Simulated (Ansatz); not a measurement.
# WS₂: single-point calculation (part 2 of 3)

WS₂ (6 atoms in the cell); DFT LDA, scalar-relativistic, plane waves, PAW, spin-polarised (Ansatz 0.2.0); cutoff 420 eV, 7×7×2 k-mesh, Gaussian smearing of 0.05 eV, collinear spins. The structure derives from an entry of the Crystallography Open Database. It belongs to a series of runs on one base structure; here: random orbitals: harmonics, high filling.

Geometry of the input (Å; fractional positions):
```
3.1800  0.0000  0.0000
-1.5900  2.7540  0.0000
0.0000  0.0000  12.5000
W  0.3333  0.6667  0.2500
W  0.6667  0.3333  0.7500
S  0.3333  0.6667  0.6200
S  0.6667  0.3333  0.1200
S  0.3333  0.6667  0.8800
S  0.6667  0.3333  0.3800
```

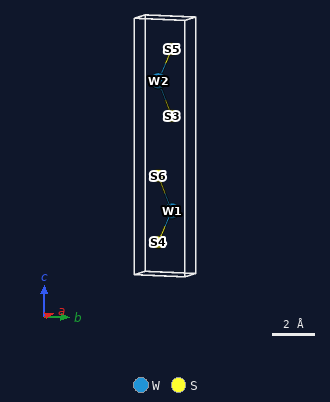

Fig. 1: The structure as given in the input (ball-and-stick view of the cell of the calculation, seen at an oblique angle; atoms are numbered from 1 in the order of the input).

The program's output, continued:
```
SCF iter   1: F=—  HF=-23707.761546 eV  |F-HF|=—  |Δ(HF+E_count)|=         —  Δρ=6.78e-2 (↑6.78e-2 ↓6.78e-2)  dr2=3.28e1  dr2_m=1.22e0  M=0.000 μB ∫|m|=3.973 μB  β_m=0.30  ethr=3.10e-3  ⟨swp⟩=7.1  Hψ=11070  notcnv=0  defer=3
preconditioner: auto → Resta (q_TF=auto, 2.410 Å⁻¹)  ε∞=4.1  [insulator: Δε(μ)=1.708 eV  Ē_g=12.180 eV  σ=0.050 eV  W_gap=1.00  n_scr=26 (ndim 8)  ℏωp=21.3 eV  f_vac=0.001  D(μ)=0.00/eV (n_scr^D=0)  ε∞_Penn≈4.1]
spin=Collinear: Resta preconditioning applied to the charge; magnetization (m = ρ↑ − ρ↓) channel mixes plain (no charge-response kernel on spin).
SCF iter   2: F=—  HF=-23701.110737 eV  |F-HF|=—  |Δ(HF+E_count)|=    6.65e0  Δρ=4.48e-2 (↑4.48e-2 ↓4.48e-2)  dr2=1.10e1  dr2_m=5.90e-1  M=0.000 μB ∫|m|=3.977 μB  β_m=0.30  ethr=3.10e-3  ⟨swp⟩=4.9  Hψ=5301  notcnv=0  defer=212
SCF iter   3: F=—  HF=-23698.177916 eV  |F-HF|=—  |Δ(HF+E_count)|=    2.93e0  Δρ=2.16e-2 (↑2.16e-2 ↓2.16e-2)  dr2=1.39e0  dr2_m=2.58e-1  M=0.000 μB ∫|m|=3.673 μB  β_m=0.30  ethr=3.10e-3  ⟨swp⟩=6.4  Hψ=6926  notcnv=0  defer=221
SCF iter   4: F=—  HF=-23698.627033 eV  |F-HF|=—  |Δ(HF+E_count)|=   4.49e-1  Δρ=2.02e-2 (↑2.02e-2 ↓2.02e-2)  dr2=3.02e0  dr2_m=1.47e-1  M=0.000 μB ∫|m|=3.976 μB  β_m=1.00  ethr=2.67e-3  ⟨swp⟩=5.1  Hψ=5122  notcnv=0  defer=212
SCF iter   5: F=—  HF=-23697.986682 eV  |F-HF|=—  |Δ(HF+E_count)|=   6.40e-1  Δρ=2.90e-3 (↑2.90e-3 ↓2.90e-3)  dr2=2.87e-2  dr2_m=3.29e-3  M=0.000 μB ∫|m|=3.776 μB  β_m=0.30  ethr=2.67e-3  ⟨swp⟩=4.2  Hψ=3985  notcnv=0  defer=214
SCF iter   6: F=—  HF=-23697.993266 eV  |F-HF|=—  |Δ(HF+E_count)|=   6.58e-3  Δρ=1.91e-3 (↑1.90e-3 ↓1.91e-3)  dr2=1.80e-2  dr2_m=1.71e-3  M=-0.000 μB ∫|m|=3.776 μB  β_m=0.30  ethr=5.51e-5  ⟨swp⟩=2.8  Hψ=3613  notcnv=0  defer=201
Mixer restart at iter 6: flushing history
spin-set hold released at iteration 6 (site moments contracting): the magnetisation degrees of freedom join the quasi-Newton model from the next iteration; the mixer history was flushed
SCF iter   7: F=—  HF=-23697.992641 eV  |F-HF|=—  |Δ(HF+E_count)|=   6.24e-4  Δρ=1.36e-3 (↑1.36e-3 ↓1.36e-3)  dr2=2.68e-3  dr2_m=1.17e-3  M=-0.000 μB ∫|m|=3.761 μB  β_m=0.51  ethr=3.47e-5  ⟨swp⟩=2.2  Hψ=2414  notcnv=0  defer=201
SCF iter   8: F=—  HF=-23697.994408 eV  |F-HF|=—  |Δ(HF+E_count)|=   1.77e-3  Δρ=4.66e-4 (↑4.53e-4 ↓4.66e-4)  dr2=3.18e-4  dr2_m=1.32e-4  M=0.000 μB ∫|m|=3.755 μB  β_m=0.60  ethr=5.15e-6  ⟨swp⟩=2.5  Hψ=2956  notcnv=0  defer=201
SCF iter   9: F=—  HF=-23697.994611 eV  |F-HF|=—  |Δ(HF+E_count)|=   2.04e-4  Δρ=6.92e-5 (↑6.92e-5 ↓6.82e-5)  dr2=6.13e-5  dr2_m=2.11e-6  M=-0.001 μB ∫|m|=3.753 μB  β_m=0.57  ethr=6.12e-7  ⟨swp⟩=2.4  Hψ=3212  notcnv=0  defer=201
SCF iter  10: F=—  HF=-23697.994615 eV  |F-HF|=—  |Δ(HF+E_count)|=   3.65e-6  Δρ=4.29e-5 (↑4.23e-5 ↓4.29e-5)  dr2=3.82e-6  dr2_m=9.04e-7  M=0.000 μB ∫|m|=3.753 μB  β_m=0.78  ethr=1.18e-7  ⟨swp⟩=1.8  Hψ=2390  notcnv=0  defer=201
SCF iter  11: F=—  HF=-23697.994616 eV  |F-HF|=—  |Δ(HF+E_count)|=   1.15e-6  Δρ=8.43e-6 (↑7.54e-6 ↓8.43e-6)  dr2=2.09e-7  dr2_m=3.36e-8  M=0.000 μB ∫|m|=3.752 μB  β_m=0.79  ethr=7.34e-9  ⟨swp⟩=2.1  Hψ=2914  notcnv=0  defer=201
SCF iter  12: F=—  HF=-23697.994616 eV  |F-HF|=—  |Δ(HF+E_count)|=   4.98e-8  Δρ=1.99e-6 (↑1.77e-6 ↓1.99e-6)  dr2=1.61e-8  dr2_m=1.67e-9  M=0.000 μB ∫|m|=3.752 μB  β_m=0.79  ethr=4.02e-10  ⟨swp⟩=2.1  Hψ=3037  notcnv=0  defer=201
Mixer restart at iter 12: flushing history
SCF iter  13: F=—  HF=-23756.852106 eV  |F-HF|=—  |Δ(HF+E_count)|=         —  Δρ=1.02e-1 (↑1.02e-1 ↓1.02e-1)  dr2=1.16e2  dr2_m=1.31e0  M=-0.000 μB ∫|m|=1.399 μB  β_m=0.79  ethr=3.10e-11  ⟨swp⟩=12.5  Hψ=22446  notcnv=0  defer=152
SCF iter  14: F=—  HF=-23770.187105 eV  |F-HF|=—  |Δ(HF+E_count)|=    1.33e1  Δρ=9.85e-2 (↑9.85e-2 ↓9.85e-2)  dr2=1.24e2  dr2_m=3.40e-1  M=-0.000 μB ∫|m|=0.210 μB  β_m=0.00  ethr=3.10e-11  ⟨swp⟩=13.3  Hψ=23576  notcnv=0  defer=150
SCF iter  15: F=—  HF=-23769.888443 eV  |F-HF|=—  |Δ(HF+E_count)|=   2.99e-1  Δρ=9.80e-2 (↑9.80e-2 ↓9.80e-2)  dr2=1.23e2  dr2_m=3.40e-1  M=-0.000 μB ∫|m|=0.210 μB  β_m=0.00  ethr=3.10e-11  ⟨swp⟩=6.8  Hψ=9680  notcnv=0  defer=140
SCF iter  16: F=—  HF=-23769.700820 eV  |F-HF|=—  |Δ(HF+E_count)|=   1.88e-1  Δρ=9.78e-2 (↑9.78e-2 ↓9.78e-2)  dr2=1.22e2  dr2_m=3.45e-1  M=-0.000 μB ∫|m|=0.212 μB  β_m=0.02  ethr=3.10e-11  ⟨swp⟩=6.7  Hψ=9289  notcnv=0  defer=140
SCF iter  17: F=—  HF=-23769.200104 eV  |F-HF|=—  |Δ(HF+E_count)|=   5.01e-1  Δρ=9.74e-2 (↑9.74e-2 ↓9.74e-2)  dr2=1.20e2  dr2_m=3.68e-1  M=-0.000 μB ∫|m|=0.218 μB  β_m=0.02  ethr=3.10e-11  ⟨swp⟩=7.9  Hψ=10590  notcnv=0  defer=140
SCF iter  18: F=—  HF=-23768.576647 eV  |F-HF|=—  |Δ(HF+E_count)|=   6.23e-1  Δρ=9.68e-2 (↑9.68e-2 ↓9.68e-2)  dr2=1.16e2  dr2_m=3.70e-1  M=-0.000 μB ∫|m|=0.224 μB  β_m=0.01  ethr=3.10e-11  ⟨swp⟩=7.9  Hψ=11375  notcnv=0  defer=140
SCF iter  19: F=—  HF=-23767.260295 eV  |F-HF|=—  |Δ(HF+E_count)|=    1.32e0  Δρ=9.53e-2 (↑9.53e-2 ↓9.53e-2)  dr2=1.10e2  dr2_m=3.82e-1  M=-0.000 μB ∫|m|=0.232 μB  β_m=0.02  ethr=3.10e-11  ⟨swp⟩=8.4  Hψ=12286  notcnv=0  defer=143
SCF iter  20: F=—  HF=-23764.290363 eV  |F-HF|=—  |Δ(HF+E_count)|=    2.97e0  Δρ=9.13e-2 (↑9.13e-2 ↓9.13e-2)  dr2=9.44e1  dr2_m=3.92e-1  M=-0.000 μB ∫|m|=0.228 μB  β_m=0.03  ethr=3.10e-11  ⟨swp⟩=9.1  Hψ=14508  notcnv=0  defer=144
SCF iter  21: F=—  HF=-23757.641518 eV  |F-HF|=—  |Δ(HF+E_count)|=    6.65e0  Δρ=8.31e-2 (↑8.31e-2 ↓8.31e-2)  dr2=6.12e1  dr2_m=7.96e-1  M=0.000 μB ∫|m|=0.247 μB  β_m=0.05  ethr=3.10e-11  ⟨swp⟩=10.4  Hψ=16550  notcnv=0  defer=148
SCF iter  22: F=—  HF=-23750.810969 eV  |F-HF|=—  |Δ(HF+E_count)|=    6.83e0  Δρ=7.49e-2 (↑7.49e-2 ↓7.49e-2)  dr2=2.37e1  dr2_m=1.36e0  M=0.000 μB ∫|m|=0.369 μB  β_m=0.12  ethr=3.10e-11  ⟨swp⟩=10.6  Hψ=17614  notcnv=0  defer=117
SCF iter  23: F=—  HF=-23750.109717 eV  |F-HF|=—  |Δ(HF+E_count)|=   7.01e-1  Δρ=6.55e-2 (↑6.55e-2 ↓6.55e-2)  dr2=2.65e1  dr2_m=6.25e-1  M=0.000 μB ∫|m|=0.361 μB  β_m=0.21  ethr=3.10e-11  ⟨swp⟩=9.3  Hψ=15550  notcnv=0  defer=108
SCF iter  24: F=—  HF=-23743.335442 eV  |F-HF|=—  |Δ(HF+E_count)|=    6.77e0  Δρ=2.74e-2 (↑2.74e-2 ↓2.74e-2)  dr2=1.91e0  dr2_m=2.23e-1  M=0.000 μB ∫|m|=0.562 μB  β_m=0.60  ethr=3.10e-11  ⟨swp⟩=10.3  Hψ=16852  notcnv=0  defer=107
SCF iter  25: F=—  HF=-23743.100129 eV  |F-HF|=—  |Δ(HF+E_count)|=   2.35e-1  Δρ=1.29e-2 (↑1.29e-2 ↓1.29e-2)  dr2=3.72e-1  dr2_m=6.76e-2  M=0.000 μB ∫|m|=0.316 μB  β_m=0.80  ethr=3.10e-11  ⟨swp⟩=8.3  Hψ=13923  notcnv=0  defer=104
SCF iter  26: F=—  HF=-23743.069152 eV  |F-HF|=—  |Δ(HF+E_count)|=   3.10e-2  Δρ=2.03e-3 (↑2.03e-3 ↓2.03e-3)  dr2=2.95e-2  dr2_m=3.44e-4  M=0.000 μB ∫|m|=0.028 μB  β_m=0.87  ethr=3.10e-11  ⟨swp⟩=8.2  Hψ=13334  notcnv=0  defer=104
SCF iter  27: F=—  HF=-23743.064426 eV  |F-HF|=—  |Δ(HF+E_count)|=   4.73e-3  Δρ=4.68e-4 (↑4.64e-4 ↓4.68e-4)  dr2=1.99e-3  dr2_m=2.22e-5  M=0.000 μB ∫|m|=0.007 μB  β_m=0.94  ethr=3.10e-11  ⟨swp⟩=7.3  Hψ=10960  notcnv=0  defer=104
SCF iter  28: F=—  HF=-23743.064204 eV  |F-HF|=—  |Δ(HF+E_count)|=   2.22e-4  Δρ=1.14e-4 (↑1.14e-4 ↓1.02e-4)  dr2=9.83e-5  dr2_m=2.05e-6  M=0.000 μB ∫|m|=0.002 μB  β_m=0.97  ethr=3.10e-11  ⟨swp⟩=6.1  Hψ=8834  notcnv=0  defer=102
SCF iter  29: F=—  HF=-23743.064203 eV  |F-HF|=—  |Δ(HF+E_count)|=   4.16e-7  Δρ=5.87e-5 (↑4.45e-5 ↓5.87e-5)  dr2=3.00e-5  dr2_m=1.66e-7  M=0.000 μB ∫|m|=0.001 μB  β_m=0.79  ethr=3.10e-11  ⟨swp⟩=4.9  Hψ=6673  notcnv=0  defer=102
SCF iter  30: F=—  HF=-23743.064200 eV  |F-HF|=—  |Δ(HF+E_count)|=   3.33e-6  Δρ=1.43e-5 (↑1.36e-5 ↓1.43e-5)  dr2=2.07e-6  dr2_m=4.03e-9  M=0.000 μB ∫|m|=0.000 μB  β_m=0.77  ethr=3.10e-11  ⟨swp⟩=4.2  Hψ=5881  notcnv=0  defer=102
iter 31 did not close the SCF: its close was put off for a magnetic moment that had not settled (scf_convergence_deferred on its scf_iter line)
SCF iter  31: F=-23743.064200 eV  HF=-23743.064200 eV  |F-HF|=1.87e-8  |Δ(HF+E_count)|=   1.46e-7  Δρ=2.35e-6 (↑2.16e-6 ↓2.35e-6)  dr2=3.59e-8  dr2_m=1.10e-9  M=0.000 μB ∫|m|=0.000 μB  β_m=0.82  ethr=3.10e-11  ⟨swp⟩=15.5  Hψ=18994  notcnv=0
iter 32 did not close the SCF: its close was put off for a magnetic moment that had not settled (scf_convergence_deferred on its scf_iter line)
SCF iter  32: F=-23743.064200 eV  HF=-23743.064200 eV  |F-HF|=8.00e-11  |Δ(HF+E_count)|=   3.04e-9  Δρ=5.21e-7 (↑3.84e-7 ↓5.21e-7)  dr2=6.23e-10  dr2_m=1.06e-10  M=0.000 μB ∫|m|=0.000 μB  β_m=0.87  ethr=3.10e-11  ⟨swp⟩=6.0  Hψ=12630  notcnv=0
SCF iter  33: F=-23743.064200 eV  HF=-23743.064200 eV  |F-HF|=1.09e-11  |Δ(HF+E_count)|=  3.38e-10  Δρ=7.81e-8 (↑6.94e-8 ↓7.81e-8)  dr2=1.02e-11  dr2_m=3.17e-12  M=0.000 μB ∫|m|=0.000 μB  ethr=1.20e-12  ⟨swp⟩=5.0  Hψ=10745  notcnv=0
WARN: the starting moments were not kept: the SCF closed with an absolute magnetisation of 2.7e-6 μB, where they sum to 4 μB in size (2 sites). That is at most 0.1 of that sum. Measured as dr2_m measures the in/out step, that magnetisation stands 4.1e-13 eV from none, at or under the dr2_threshold of 1.0e-7 eV: it is no larger than a step whose dr2_m would equal this threshold. The system may hold no moment; this SCF shows only that its start led to no more than that. To try another start: raise the starting moments (crystal.atoms[].spin, magnetization.per_species, magnetization.initial_magnetization, or on a non-collinear deck that types none of these the spinor_matrix: blocks that start its atoms; where the total moment is fixed, keep their sum and leave initial_magnetization as it is; typed ones take the place of any that the run laid by itself, positive ones on a crystal's lanthanoids without a Hubbard term where scf.initial_density.shell_occupations: [] is typed) or, if the notice of its spin-set hold's release reads "site moments contracting" or "site moments show no strong build", lengthen the hold (scf.mixing.spin_hold: { on: { confirm: 4 } }; for m-r²SCAN on two components see the key's manual first). Each may lead to a state that holds a moment. A second SCF, from the converged charge density, with the starting moments and any scf.initial_density.shell_occupations laid on it anew, would have followed, and was not run: the deck does not ask for one (magnetization.retry_lost_moments is false, the default). To let it run, set magnetization.retry_lost_moments: true and run the deck again, where that key's refused combinations let it; where memory then withholds it, that run's warning says so.
WARN: hamiltonian.hubbard: on 4 of 4 specified blocks the occupation matrix of this SCF's result fails the test of the specified filling. At site 0 ↑ (sites count from 0 in the list of atoms of the cell that this SCF solves) the least filled combination of the orbitals specified full has occupation 0.448, and the fullest combination of the orbitals specified empty has occupation 0.550; the filling counts as kept where the first is at least 0.75 and exceeds the second by more than 0.25. The same holds at site 0 ↓, site 1 ↑, site 1 ↓. The state of this SCF's result may not hold the specified filling, though these bounds can also misjudge a state that does. This warning does not say which state is lower in energy, or whether the specified filling is a self-consistent state at all; see hamiltonian.hubbard.sites[].starting_ns, Limitations, and scf.initial_density.shell_occupations in the input reference
SCF 1 converged in 33 iterations: F = -23743.064200 eV  dr2 = 1.02e-11
  greatest PAW one-centre occupation: 1.000 electrons in one spin orbital (limit 2), on the W atom at site 1 (counted from 0), in its partial waves of l = 0
SCF converged after 33 iterations
Magnetization: 0.0000 μB (26.0000 up, 26.0000 down)
Absolute magnetization: 0.0000 μB (∫|ρ↑−ρ↓|, with the PAW one-centre terms)
Spin contamination: 0.0000 ħ² per cell (⟨S²⟩ above its minimum at these occupations)
Per-site moments (μB) at R_I (Å): [(-4.5118539774910634e-7, 1.011375944842273), (4.517190939793573e-7, 1.011375944842273), (-2.7968006321210773e-7, 1.011375944842273), (2.792893274180924e-7, 1.011375944842273), (-2.796800632423256e-7, 1.011375944842273), (2.792893274280849e-7, 1.011375944842273)]
Free energy (F): -23743.064200 eV
Harris-Foulkes:  -23743.064200 eV  (|F-HF|=1.09e-11)
Internal energy: -23743.064200 eV  (E = F + TS)
E sigma→0 (E₀):  -23743.064200 eV
Fermi energy:    11.341233 eV
--- Per-component energies (eV) ---
  E_band       = -403.782315
  E_kinetic    = 1326.343367
  E_local      = -3479.375100  (includes V_loc(G=0)·N_el)
  E_nonlocal   = 129.911473
  E_hartree    = 1364.737301
  E_xc         = -914.334083
  E_vxc        = -827.861369  (∫ρ·V_xc dr)
  E_paw        = -18893.981117  (= ΣΔE_a)
  E_vpaw       = -282.275185  (= ΣTr[D̂ρ^β])
  E_aug_tail   = -0.000118  (compensation charges beyond the density's cutoff)
  E_ewald      = -3277.545019
  E_core_change = 1.179096  (= ΣΔE_core)
  E_smearing   = -0.000000  (= −TS)
  E_closure    = 0.000000  (closes the sum)
  Σ components = -23743.064200   (vs F -23743.064200, Δ=0.00e0)
--- Specified on-site occupations, and those of the state reported ---
  electrons in the specified blocks: 4.2000 specified, 9.8625 found
  site 1 (l=d) ↑: largest change of an orbital's occupation 0.5301; electrons 0.1000 specified, 2.4656 found; spectral distance 1.0617
  site 0 (l=d) ↓: largest change of an orbital's occupation 0.5301; electrons 0.1000 specified, 2.4656 found; spectral distance 1.0617
  site 1 (l=d) ↓: largest change of an orbital's occupation 0.5301; electrons 2.0000 specified, 2.4656 found; spectral distance 0.9971
  site 0 (l=d) ↑: largest change of an orbital's occupation 0.5301; electrons 2.0000 specified, 2.4656 found; spectral distance 0.9971
```
